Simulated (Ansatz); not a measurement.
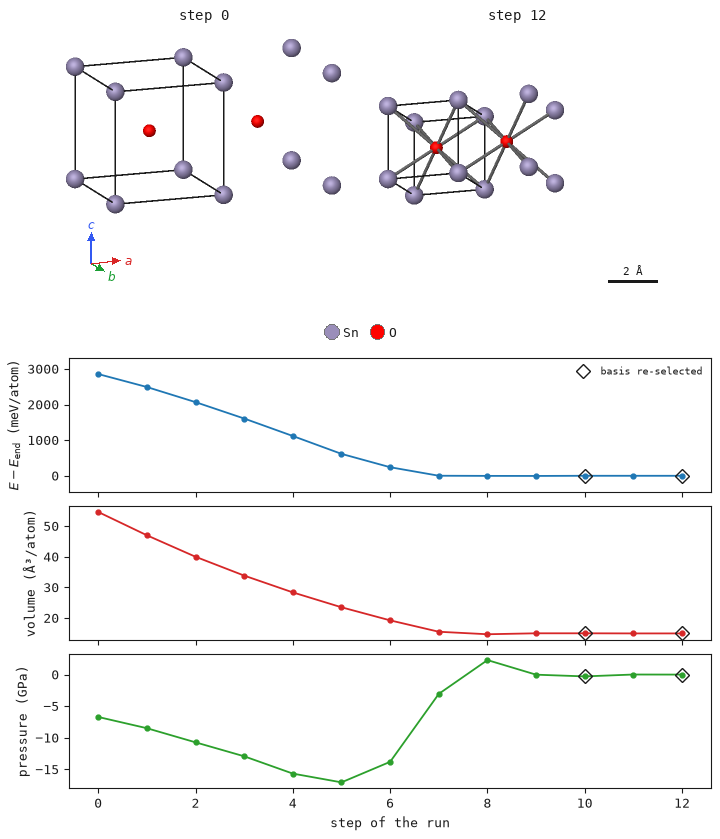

First and last geometry of a relaxation of crystalline SnO (set up in Pm-3m) (coarse preliminary run), with the history of the run. A ball-and-stick model of the cell of the calculation, repeated 2 × 1 × 1 with one cell outlined, seen from a free direction.

Case: 3 of 3 Ca taken out, relaxed.

The calculation used Ansatz, DFT PBE+D3(BJ), scalar-relativistic, plane waves, PAW.

Input
```yaml
crystal:
  lattice:
    - [4.7800965654, 0.0, 0.0]
    - [0.0, 4.7800965654, 0.0]
    - [0.0, 0.0, 4.7800965654]
  atoms:
    - { symbol: Sn, position: [0.0, 0.0, 0.0] }
    - { symbol: O, position: [0.5, 0.5, 0.5] }
basis:
  ecutwfc: 420
kpoints:
  mp_grid: { grid: [4, 4, 4] }
hamiltonian:
  xc: pbe
  dispersion: d3bj
scf:
  occupations: { method: gaussian, width: 0.1 }
output:
  forces: true
  stress: true
  eigenvalues: true
relax:
  adjacent_minimum: "off"
  f_tol: 0.0325
  max_steps: 70
  cell: { stress_tol: 0.24 }
```

Run as
```bash
ansatz run input.yaml --threads 2 --pin off --max-ram 5120MiB --backend cpu --events-out ev --progress --plain --runs-dir out
```

Q: What do the curves and the structures tell?

A: It converged. The atoms keep their places relative to the cell (all moves are under 0.005 Å). The drawn cell changes as follows: a = b = c 4.780 → 3.107 Å (−35.0 %); the volume changes by −72.6 %. Near-neighbour distances that change, for instance: Sn1–O2 4.140 → 2.690 Å. The space group stays Pm-3m (No. 221). Over 10 accepted moves (12 points after the start) the energy falls by 2856 meV per atom. All forces vanish by symmetry, so only the cell relaxes. The pressure goes from −6.70 to 0.00 GPa. The SCF was repeated twice at an unchanged geometry on a basis and grid sized afresh for the cell, which shifted the energy by 4.6 meV per atom at most.
